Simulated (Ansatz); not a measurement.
Si30C (cell with a defect)

```
CELL_PARAMETERS angstrom
-5.77692 3.33531 6.36502
5.77692 -3.33531 6.36502
3.85128 6.67061 -6.36502
ATOMIC_POSITIONS crystal
C 0.26226 0.13102 0.30614
Si 0.74043 0.57460 0.24430
Si 0.11418 0.44644 0.49699
Si 0.60447 0.95181 0.49138
Si 0.49641 0.32419 0.75638
Si 0.97822 0.81093 0.73861
Si 0.87603 0.19622 0.00818
Si 0.36198 0.69253 0.99834
Si 0.32037 0.48151 0.24967
Si 0.83528 0.99278 0.24906
Si 0.19973 0.87337 0.49462
Si 0.68762 0.35546 0.49326
Si 0.56977 0.73913 0.74852
Si 0.07305 0.23498 0.75037
Si 0.96349 0.62567 0.99051
Si 0.43847 0.11076 0.01044
Si 0.39912 0.24118 0.26266
Si 0.93110 0.75756 0.23902
Si 0.29969 0.64035 0.49847
Si 0.80453 0.13161 0.49603
Si 0.68223 0.51231 0.75273
Si 0.17374 0.00191 0.74715
Si 0.05056 0.38927 0.99847
Si 0.55269 0.88340 0.00345
Si 0.50519 0.67249 0.24860
Si 0.05081 0.17205 0.25969
Si 0.36745 0.06790 0.47234
Si 0.87694 0.54167 0.49220
Si 0.75530 0.92826 0.74732
Si 0.25893 0.42410 0.74896
Si 0.63475 0.29269 0.00613
```

These are results of Ansatz 0.2.0, DFT PBE, scalar-relativistic, plane waves, PAW, not measurements.

### What can the converged valence pseudo-density and electron localisation function tell about the bonding?

Si–C (1.89 Å): ρ at the midpoint is about 0.85 e/Å³; the ELF peaks at about 0.90 between the atoms, as expected for a shared electron pair.

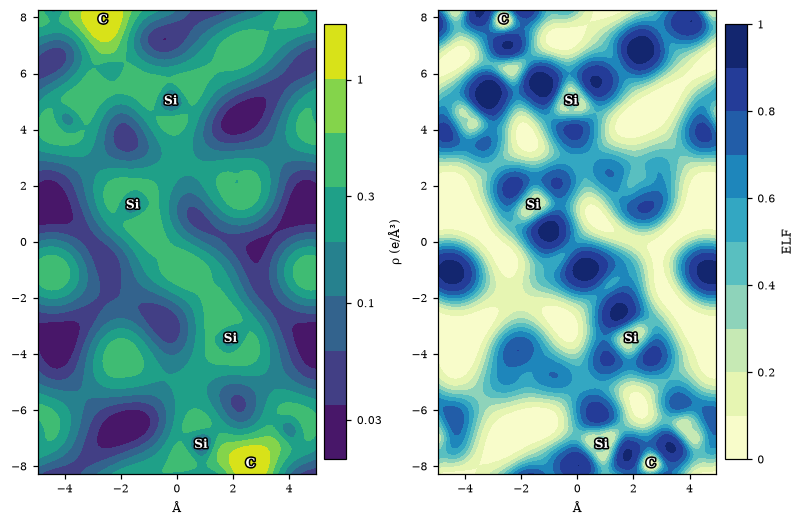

Computed valence pseudo-density and electron localisation function on the (011) plane of the calculation cell, in this order. Atoms just off the plane (Si, 0.3 Å away) can leave unmarked features too.

Core electrons are frozen (PAW), and the valence fields are smoothed inside the atomic spheres.
